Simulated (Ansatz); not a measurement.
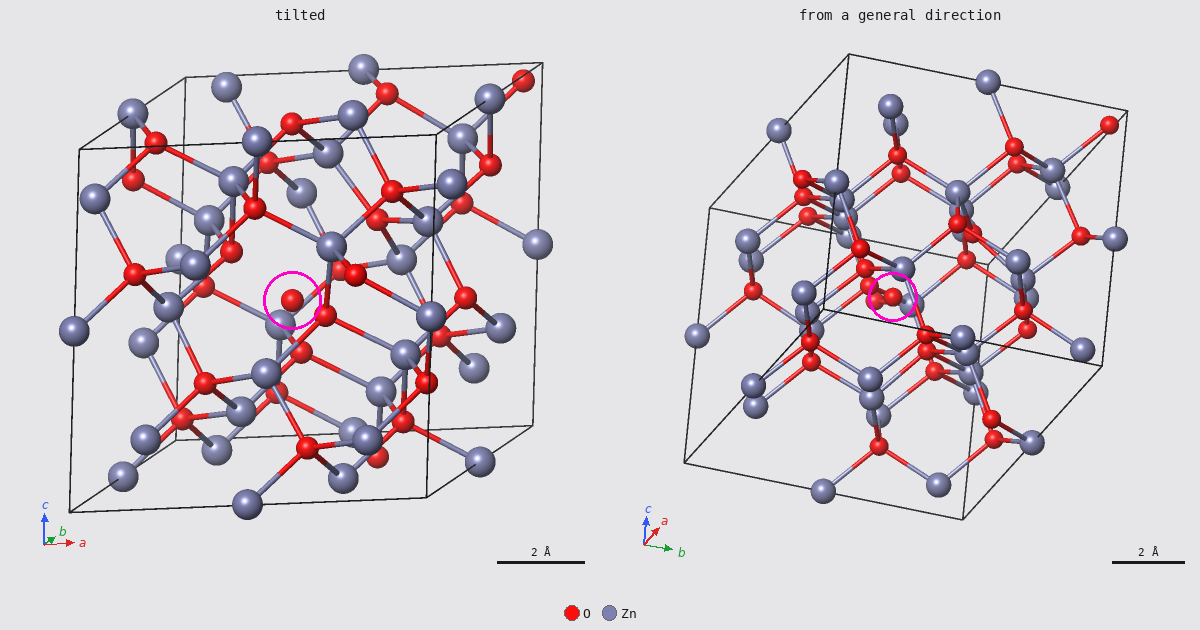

View slightly off an axis and from a general direction, drawn as a ball-and-stick model. The frame is the supercell; atoms at its boundary are shown with their periodic copies. The host is ZnO, in a cell of 48 sites, and the cell carries a charge of +2. A ring marks the defect's site.

Q: Where does the cell differ from the host, and how?

A: Oxygen on a zinc site (an antisite). It is bonded to no bonds drawn.

The atoms were relaxed in the host's cell with Ansatz, DFT PBE, scalar-relativistic, plane waves, PAW.
